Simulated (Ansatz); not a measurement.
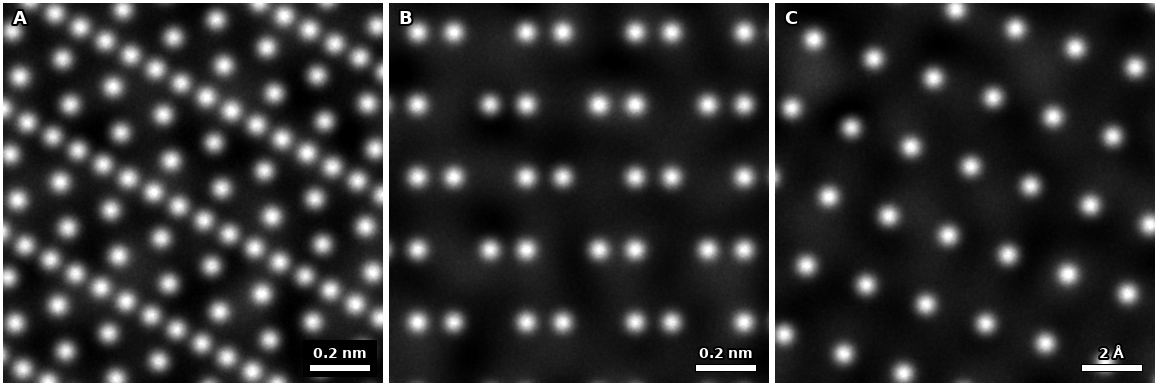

Three views of Pt (P6_3/mmc, No. 194) along different zone axes. Simulation: incoherent imaging, intensity Z^1.7 per atom, probe width 0.55 Å, thin sample. The probe carries 25 % of its weight in a tail 2.5 times as wide. Shot noise and the speckle of an amorphous layer were added. Model: coordinates from a relaxation with Ansatz, DFT PBEsol, scalar-relativistic, plane waves, PAW; the starting structure was generated, so it need not be a known form of this composition.

```
Pt
1.0
     4.30074    0.00000    0.00000
    -2.15037    3.72455    0.00000
     0.00000    0.00000    4.96064
Pt
4
Cartesian
  0.0000 0.0000 1.2402
  0.0000 0.0000 3.7205
  0.0000 2.4830 3.7205
  2.1504 1.2415 1.2402
```

**Match the panels to the zone axes [100], [102] and [210].**

A is [102]: projected cell 1.97 × 3.72 Å, 90°, plane group p2mg. B is [100]: projected cell 3.72 × 4.96 Å, 90°, plane group p2mg. C is [210]: projected cell 2.15 × 2.48 Å, 90°.
